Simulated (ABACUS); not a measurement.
GaN: single-point calculation at one volume of an equation of state (part 1 of 2)

System: GaN (F-43m, 2 atoms in the cell).
Method: Kohn-Sham DFT of a periodic cell, PBE, PseudoDojo NC SR 0.4.1 PBE standard, no spin polarisation (ABACUS 3.10.1).

The structure derives from a Materials Project entry. It belongs to a series of runs on one base structure; here: volume scaled by 0.96.

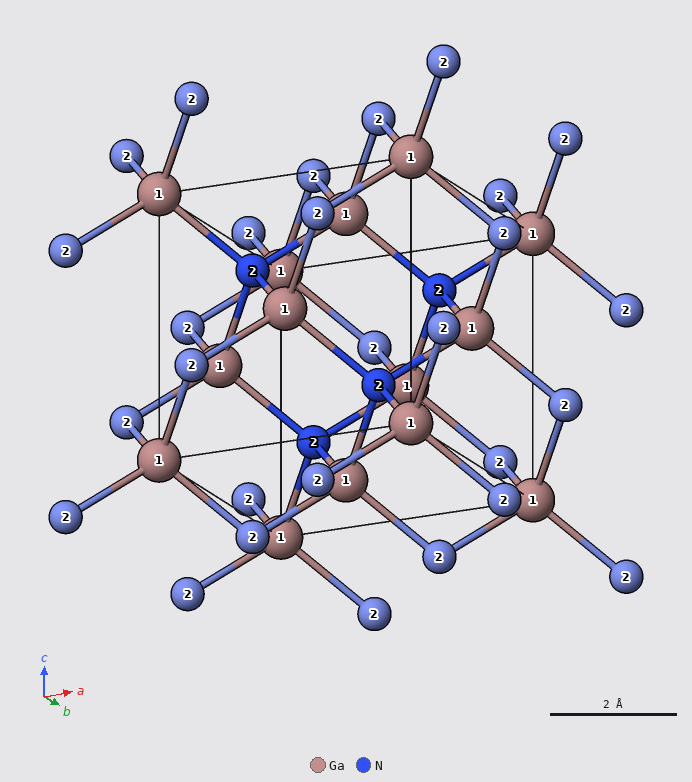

The structure as given in the input (ball-and-stick view of the cell 4 times as large as that of the calculation, set on its symmetry axes, seen at an oblique angle; neighbours outside the cell are drawn fainter; atoms are numbered from 1 in the order of the input). Near neighbours in the crystal (not all of them lie inside the picture): Ga has 4 N at 1.93 Å; N has 4 Ga at 1.93 Å.

Key numbers

- outcome: converged
- space group (tolerance 0.01 Å): F-43m (216)
- electrons treated: 18
- free energy: −2364.0700 eV
- Fermi energy: 12.259 eV
- gap on the k-point mesh: 2.03 eV
- pressure: 13.89 GPa
- largest force (length of the vector): under 0.001 eV/Å
- hardware: 4 threads of Intel Xeon (Sapphire Rapids), 16 GiB of memory available, shared host
- wall time: 4.1 s (CPU time 16 s)
- peak memory: 0.28 GiB

Notes

The cell is under a pressure of 13.9 GPa at this level, so it is not at its equilibrium volume.

Input file
```
INPUT_PARAMETERS
suffix              GaN
calculation         scf
basis_type          pw
pseudo_dir          ./
symmetry            1
dft_functional      pbe
ecutwfc             84
pseudo_rcut         10
nspin               1
nbands              13
ks_solver           dav
smearing_method     fd
smearing_sigma      0.00367493
scf_thr             1e-08
scf_nmax            100
mixing_type         broyden
mixing_beta         0.7
cal_force           1
cal_stress          1
kpar                4
```

File STRU
```
ATOMIC_SPECIES
Ga 69.7230 Ga.upf
N 14.0070 N.upf

LATTICE_CONSTANT
1.8897261246

LATTICE_VECTORS
0.0000000000 2.2230441631 2.2230441631
2.2230441631 0.0000000000 2.2230441631
2.2230441631 2.2230441631 0.0000000000

ATOMIC_POSITIONS
Direct

Ga
0.0
1
0.0000000000 0.0000000000 0.0000000000 1 1 1

N
0.0
1
0.2500000000 0.2500000000 0.2500000000 1 1 1
```

File KPT
```
K_POINTS
0
Gamma
10 10 10 0 0 0
```

Launch command:
```bash
OMP_NUM_THREADS=1 mpirun -np 4 abacus > log
```

Log
```
ABACUS v3.10.1

               Atomic-orbital Based Ab-initio Computation at UStc

 ------------------------------------------------------------------------------------

 READING GENERAL INFORMATION
                           global_out_dir = OUT.GaN/
                           global_in_card = INPUT
                               pseudo_dir = ./
                              orbital_dir =
                                    DSIZE = 4
                                    GSIZE = 1

 READING UNITCELL INFORMATION
                                    ntype = 2
                  lattice constant (Bohr) = 1.88973
              lattice constant (Angstrom) = 1

 READING ATOM TYPE 1
                               atom label = Ga
                      L=0, number of zeta = 1
                      L=1, number of zeta = 1
                      L=2, number of zeta = 1
             number of atom for this type = 1

 READING ATOM TYPE 2
                               atom label = N
                      L=0, number of zeta = 1
                      L=1, number of zeta = 1
                      L=2, number of zeta = 1
             number of atom for this type = 1

                        TOTAL ATOM NUMBER = 2
DIRECT COORDINATES
    atom                   x                   y                   z     mag                  vx                  vy                  vz
taud_Ga1            0.0000000000        0.0000000000        0.0000000000  0.0000        0.0000000000        0.0000000000        0.0000000000
taud_N1            0.2500000000        0.2500000000        0.2500000000  0.0000        0.0000000000        0.0000000000        0.0000000000

                          Volume (Bohr^3) = 148.276
                             Volume (A^3) = 21.9722

 Lattice vectors: (Cartesian coordinate: in unit of a_0)
                   +0            +2.22304            +2.22304
             +2.22304                  +0            +2.22304
             +2.22304            +2.22304                  +0
 Reciprocal vectors: (Cartesian coordinate: in unit of 2 pi/a_0)
            -0.224917           +0.224917           +0.224917
            +0.224917           -0.224917           +0.224917
            +0.224917           +0.224917           -0.224917
 The esolver type has been set to : ksdft_pw

                PAO radial cut off (Bohr) = 10

 Read in pseudopotential file is Ga.upf
                     pseudopotential type = NC
          exchange-correlation functional = PBE
                 nonlocal core correction = 1
                        valence electrons = 13
                                     lmax = 2
                           number of zeta = 3
                     number of projectors = 6
                           L of projector = 0
                           L of projector = 0
                           L of projector = 1
                           L of projector = 1
                           L of projector = 2
                           L of projector = 2
                PAO radial cut off (Bohr) = 10

 Read in pseudopotential file is N.upf
                     pseudopotential type = NC
          exchange-correlation functional = PBE
                 nonlocal core correction = 1
                        valence electrons = 5
                                     lmax = 1
                           number of zeta = 2
                     number of projectors = 4
                           L of projector = 0
                           L of projector = 0
                           L of projector = 1
                           L of projector = 1
     initial pseudo atomic orbital number = 13

 SETUP THE ELECTRONS NUMBER
            electron number of element Ga = 13
      total electron number of element Ga = 13
             electron number of element N = 5
       total electron number of element N = 5
            AUTOSET number of electrons:  = 18
                           occupied bands = 9
                                   NBANDS = 13
                                   NLOCAL = 18

%%%%%%%%%%%%%%%%%%%%%%%%%%%%%%%%%%%%%%%%%%%%%%%%%%%%%%%%%%%%%%%%%%%%%%%%%%%%%%%%%%%%%%%%%%%%%%%%%%%%%%%%%%
 Warning: the number of valence electrons in pseudopotential > 3 for Ga: [Ar] 3d10 4s2 4p1
 Pseudopotentials with additional electrons can yield (more) accurate outcomes, but may be less efficient.
 If you're confident that your chosen pseudopotential is appropriate, you can safely ignore this warning.
%%%%%%%%%%%%%%%%%%%%%%%%%%%%%%%%%%%%%%%%%%%%%%%%%%%%%%%%%%%%%%%%%%%%%%%%%%%%%%%%%%%%%%%%%%%%%%%%%%%%%%%%%%

 SETUP THE PLANE WAVE BASIS
 energy cutoff for charge/potential (unit:Ry) = 336
            fft grid for charge/potential = [ 36, 36, 36 ]
                        fft grid division = [ 1, 1, 1 ]
        big fft grid for charge/potential = [ 36, 36, 36 ]
                                     nbxx = 46656
                                     nrxx = 46656

 SETUP PLANE WAVES FOR CHARGE/POTENTIAL
                    number of plane waves = 15473
                         number of sticks = 823

 PARALLEL PW FOR CHARGE/POTENTIAL
     PROC   COLUMNS(POT)             PW
        1            823          15473
 --------------- sum -------------------
        1            823          15473
                            number of |g| = 203
                                  max |g| = 30.3525
                                  min |g| = 0

----------- Double Check Mixing Parameters Begin ------------
mixing_type: broyden
mixing_beta: 0.7
mixing_gg0: 1
mixing_gg0_min: 0.1
mixing_ndim: 8
----------- Double Check Mixing Parameters End ------------

 LATTICE VECTORS: (CARTESIAN COORDINATE: IN UNIT OF A0)
                   +0            +2.22304            +2.22304
             +2.22304                  +0            +2.22304
             +2.22304            +2.22304                  +0
                       right hand lattice = 1
                                   NORM_A = 3.14386
                                   NORM_B = 3.14386
                                   NORM_C = 3.14386
                           ALPHA (DEGREE) = 60
                           BETA  (DEGREE) = 60
                           GAMMA (DEGREE) = 60

 The lattice vectors have been changed (STRU_SIMPLE.cif)

(for optimal symmetric configuration:)
                             BRAVAIS TYPE = 3
                     BRAVAIS LATTICE NAME = 03. Cubic F (face-centered)
                                    ibrav = 3
                                    IBRAV = 3
                                  BRAVAIS = FACE CENTERED CUBIC
                       LATTICE CONSTANT A = 4.44609
Original cell was already a primitive cell.
                        ROTATION MATRICES = 48
              PURE POINT GROUP OPERATIONS = 24
                   SPACE GROUP OPERATIONS = 24
                                       C2 = 3
                                       C3 = 8
                                       C4 = 0
                                       C6 = 0
                                       S1 = 6
                                       S3 = 0
                                       S4 = 6
                                       S6 = 0
                              POINT GROUP = T_d
                                       C2 = 3
                                       C3 = 8
                                       C4 = 0
                                       C6 = 0
                                       S1 = 6
                                       S3 = 0
                                       S4 = 6
                                       S6 = 0
               POINT GROUP IN SPACE GROUP = T_d

 SETUP K-POINTS
                                    nspin = 1
                   Input type of k points = Monkhorst-Pack(Gamma)
                                   nkstot = 1000
                       right hand lattice = 1
(for reciprocal lattice: )
                             BRAVAIS TYPE = 2
                     BRAVAIS LATTICE NAME = 02. Cubic I (body-centered)
                                    ibrav = 2
                       right hand lattice = 1
(for k-lattice: )
                             BRAVAIS TYPE = 2
                     BRAVAIS LATTICE NAME = 02. Cubic I (body-centered)
                                    ibrav = 2
                       right hand lattice = 1
                        ROTATION MATRICES = 48
                               nkstot_ibz = 47
K-POINTS REDUCTION ACCORDING TO SYMMETRY
     IBZ    DIRECT_X    DIRECT_Y    DIRECT_Z  WEIGHT  ibz2bz
       1  0.00000000  0.00000000  0.00000000  0.0010       0
       2  0.10000000  0.10000000  0.10000000  0.0080       1
       3  0.20000000  0.20000000  0.20000000  0.0080       2
       4  0.30000000  0.30000000  0.30000000  0.0080       3
       5  0.40000000  0.40000000  0.40000000  0.0080       4
       6  0.50000000  0.50000000  0.50000000  0.0040       5
       7  0.10000000  0.10000000  0.00000000  0.0060      11
       8  0.20000000  0.20000000  0.10000000  0.0240      12
       9  0.30000000  0.30000000  0.20000000  0.0240      13
      10  0.40000000  0.40000000  0.30000000  0.0240      14
      11  0.50000000  0.50000000  0.40000000  0.0240      15
      12  0.50000000  0.40000000  0.40000000  0.0240      16
      13  0.40000000  0.30000000  0.30000000  0.0240      17
      14  0.30000000  0.20000000  0.20000000  0.0240      18
      15  0.10000000  0.10000000  0.20000000  0.0120      19
      16  0.20000000  0.20000000  0.00000000  0.0060      22
      17  0.30000000  0.30000000  0.10000000  0.0240      23
      18  0.40000000  0.40000000  0.20000000  0.0240      24
      19  0.50000000  0.50000000  0.30000000  0.0240      25
      20 -0.40000000  0.40000000  0.40000000  0.0240      26
      21  0.50000000  0.30000000  0.30000000  0.0240      27
      22  0.40000000  0.20000000  0.20000000  0.0120      28
      23  0.30000000  0.30000000  0.00000000  0.0060      33
      24  0.40000000  0.40000000  0.10000000  0.0240      34
      25  0.50000000  0.50000000  0.20000000  0.0240      35
      26 -0.30000000  0.40000000  0.40000000  0.0240      36
      27 -0.40000000  0.30000000  0.30000000  0.0120      37
      28  0.40000000  0.40000000  0.00000000  0.0060      44
      29  0.50000000  0.50000000  0.10000000  0.0240      45
      30 -0.20000000  0.40000000  0.40000000  0.0120      46
[... 17 further k points ...]

                               nkstot now = 47
[... K-POINTS DIRECT COORDINATES: 47 rows ...]

           k-point number in this process = 12
       minimum distributed K point number = 11
[... stars of the k points ...]

[... K-POINTS CARTESIAN COORDINATES: 12 rows ...]

[... K-POINTS DIRECT COORDINATES: 12 rows ...]

 SETUP PLANE WAVES FOR WAVE FUNCTIONS
     energy cutoff for wavefunc (unit:Ry) = 84
              fft grid for wave functions = [ 36, 36, 36 ]
                    number of plane waves = 2421
                         number of sticks = 241

 PARALLEL PW FOR WAVE FUNCTIONS
     PROC   COLUMNS(POT)             PW
        1            241           2421
 --------------- sum -------------------
        1            241           2421

 SETUP NONLOCAL PSEUDOPOTENTIALS IN PLANE WAVE BASIS
 Ga non-local projectors:
 projector 1 L=0
 projector 2 L=0
 projector 3 L=1
 projector 4 L=1
 projector 5 L=2
 projector 6 L=2
 N non-local projectors:
 projector 1 L=0
 projector 2 L=0
 projector 3 L=1
 projector 4 L=1
      TOTAL NUMBER OF NONLOCAL PROJECTORS = 26

 Init Non-Local PseudoPotential table :
 Init Non-Local-Pseudopotential done.

                                     npwx = 1939

 Make real space PAO into reciprocal space.
       max mesh points in Pseudopotential = 1001
     dq(describe PAO in reciprocal space) = 0.01
                                    max q = 1104
```
